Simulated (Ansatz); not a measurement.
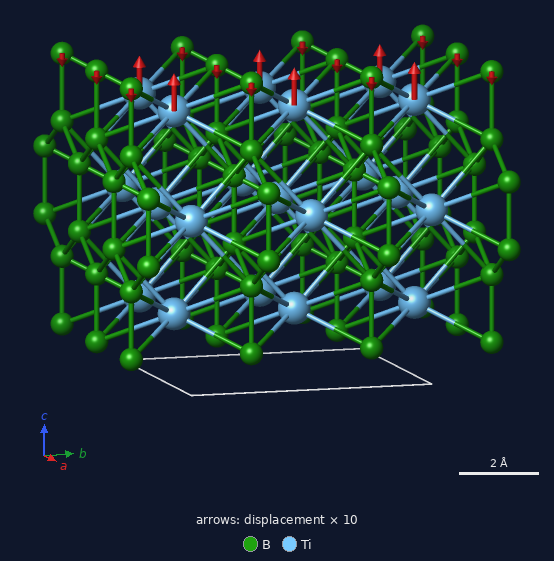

A constrained relaxation of a slab of composition TiB$_{2}$ (cut from the P6/mmm phase). The starting structure is drawn; red arrows show the displacements, 10 times their true length.

Style: ball-and-stick. Shown: the cell of the calculation, outlined in the plane, without the vacuum, slightly off an axis.

Case: clean slab, lower planes held. The slab is the (1 0 0) face of TiB2. 16 atoms are held fixed.

Theory: Ansatz 0.2.0, DFT PBE+D3(BJ), scalar-relativistic, plane waves, PAW.

Input file:
```yaml
crystal:
  lattice:
    - [6.007456521, 0.0, 0.0]
    - [0.0, 6.3633101418, 0.0]
    - [0.0, 0.0, 22.9368132791]
  atoms:
    - { symbol: B, position: [0.5, 0.25, 0.3487842841] }
    - { symbol: B, position: [0.5, 0.75, 0.3487842841] }
    - { symbol: B, position: [0.0, 0.25, 0.3487842841] }
    - { symbol: B, position: [0.0, 0.75, 0.3487842841] }
    - { symbol: Ti, position: [0.25, 0.0, 0.3865882131] }
    - { symbol: Ti, position: [0.25, 0.5, 0.3865882131] }
    - { symbol: Ti, position: [0.75, 0.0, 0.3865882131] }
    - { symbol: Ti, position: [0.75, 0.5, 0.3865882131] }
    - { symbol: B, position: [0.5, 0.25, 0.4243921421] }
    - { symbol: B, position: [0.5, 0.75, 0.4243921421] }
    - { symbol: B, position: [0.0, 0.25, 0.4243921421] }
    - { symbol: B, position: [0.0, 0.75, 0.4243921421] }
    - { symbol: B, position: [0.75, 0.25, 0.462196071] }
    - { symbol: B, position: [0.75, 0.75, 0.462196071] }
    - { symbol: B, position: [0.25, 0.25, 0.462196071] }
    - { symbol: B, position: [0.25, 0.75, 0.462196071] }
    - { symbol: Ti, position: [0.5, 0.0, 0.5] }
    - { symbol: Ti, position: [0.5, 0.5, 0.5] }
    - { symbol: Ti, position: [0.0, 0.0, 0.5] }
    - { symbol: Ti, position: [0.0, 0.5, 0.5] }
    - { symbol: B, position: [0.75, 0.25, 0.537803929] }
    - { symbol: B, position: [0.75, 0.75, 0.537803929] }
    - { symbol: B, position: [0.25, 0.25, 0.537803929] }
    - { symbol: B, position: [0.25, 0.75, 0.537803929] }
    - { symbol: B, position: [0.0, 0.25, 0.5756078579] }
    - { symbol: B, position: [0.0, 0.75, 0.5756078579] }
    - { symbol: B, position: [0.5, 0.25, 0.5756078579] }
    - { symbol: B, position: [0.5, 0.75, 0.5756078579] }
    - { symbol: Ti, position: [0.75, 0.0, 0.6134117869] }
    - { symbol: Ti, position: [0.75, 0.5, 0.6134117869] }
    - { symbol: Ti, position: [0.25, 0.0, 0.6134117869] }
    - { symbol: Ti, position: [0.25, 0.5, 0.6134117869] }
    - { symbol: B, position: [0.0, 0.25, 0.6512157159] }
    - { symbol: B, position: [0.0, 0.75, 0.6512157159] }
    - { symbol: B, position: [0.5, 0.25, 0.6512157159] }
    - { symbol: B, position: [0.5, 0.75, 0.6512157159] }
basis:
  ecutwfc: 420
kpoints:
  mp_grid: { grid: [3, 3, 1] }
hamiltonian:
  xc: pbe
  dispersion: d3bj
scf:
  occupations: { method: gaussian, width: 0.1 }
output:
  forces: true
  eigenvalues: true
  write_density: true
  write_potential: true
  elf: true
  volumetric_format: npy
relax:
  adjacent_minimum: "off"
  f_tol: 0.03
  max_steps: 70
  constraints: [{ sites: [0, 1, 2, 3, 4, 5, 6, 7, 8, 9, 10, 11, 12, 13, 14, 15] }]
efield:
  axis: 3
  dipole_correction: true
  ramp_width: 0.04
```

Run as
```bash
ansatz run input.yaml --threads 4 --pin off --max-ram 10240MiB --backend cpu --events-out ev --progress --plain --runs-dir out
```

Question: Atoms of which element are displaced furthest, and by how much?

Answer: Titanium: up to 0.097 Å, against 0.035 Å for boron.

Question: What happened in the run?

Answer: The largest moves, 0.097 Å, are those of Ti29, Ti30, Ti31 and Ti32. Ti29 goes along the normal (+c). Largest moves by element: Ti 0.097 Å, B 0.035 Å. The cell stays as it was. Near-neighbour distances that change, for instance: Ti17–Ti29 3.004 → 3.075 Å, B21–Ti29 2.353 → 2.412 Å, B25–B33 1.734 → 1.682 Å, Ti29–B33 2.353 → 2.308 Å. Bond angles that change, for instance: Ti29–B33–Ti32 136.8° → 142.9°, B25–B33–Ti29 68.4° → 71.4°, Ti29–B33–Ti30 85.1° → 87.1°. After 3 geometry steps the energy has fallen by 0.297 eV per cell of the calculation. Largest force component: 1.1 eV/Å at the start, 0.0069 eV/Å at the end.
